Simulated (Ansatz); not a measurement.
```
CELL_PARAMETERS angstrom
4.99790 0.00000 0.00000
0.00000 0.00000 -4.99790
0.00000 4.99790 0.00000
ATOMIC_POSITIONS crystal
Ir 0.50000 0.50000 0.00000
Ir 0.00000 0.50000 0.50000
Ir 0.00000 0.00000 0.00000
Ir 0.50000 0.00000 0.50000
O 0.25000 0.75000 0.25000
O 0.75000 0.75000 0.75000
O 0.75000 0.25000 0.25000
O 0.25000 0.25000 0.75000
```

Space group F-43m; started from the zinc blende prototype, which need not be the ambient phase; computed pressure about −20 GPa in this cell; spin-polarised.

These are results of DFT r2SCAN, scalar-relativistic, plane waves, PAW (Ansatz 0.2.0), not measurements.

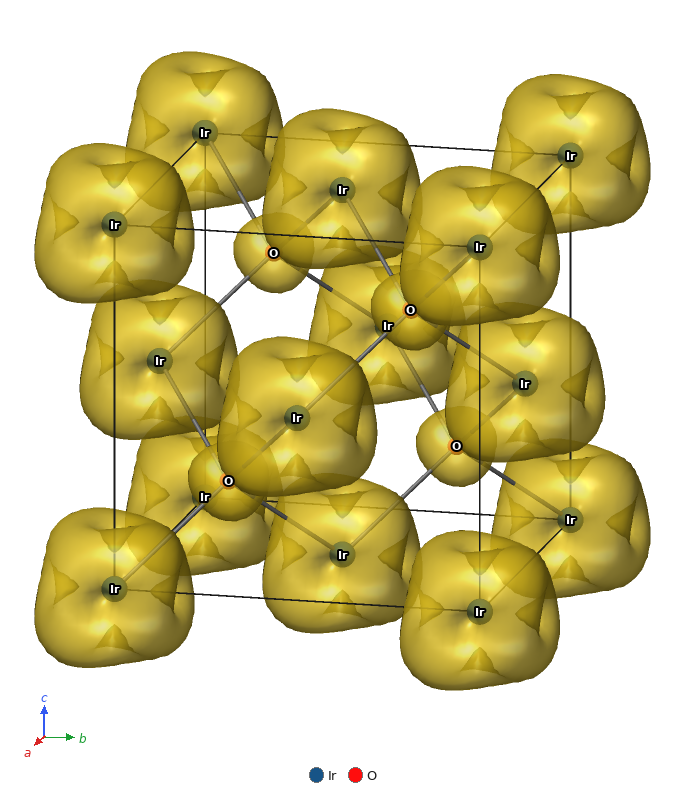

IrO. Isosurfaces of the spin density (up minus down) at +0.06 (yellow) and −0.06 e/Å³ (cyan), seen slightly off an axis. Sticks mark near contacts.

Which atoms carry the moments, and with what signs?

The spin density sits on Ir: +0.9 μB (×4) in one cell of 8 atoms, with smaller moments on other sites: O (up to +0.11 μB): parallel moments (a ferromagnetic arrangement) in this solution. The cell of the calculation (2 atoms) carries 1.3 μB of net spin moment. Only one sign reaches the isovalue.
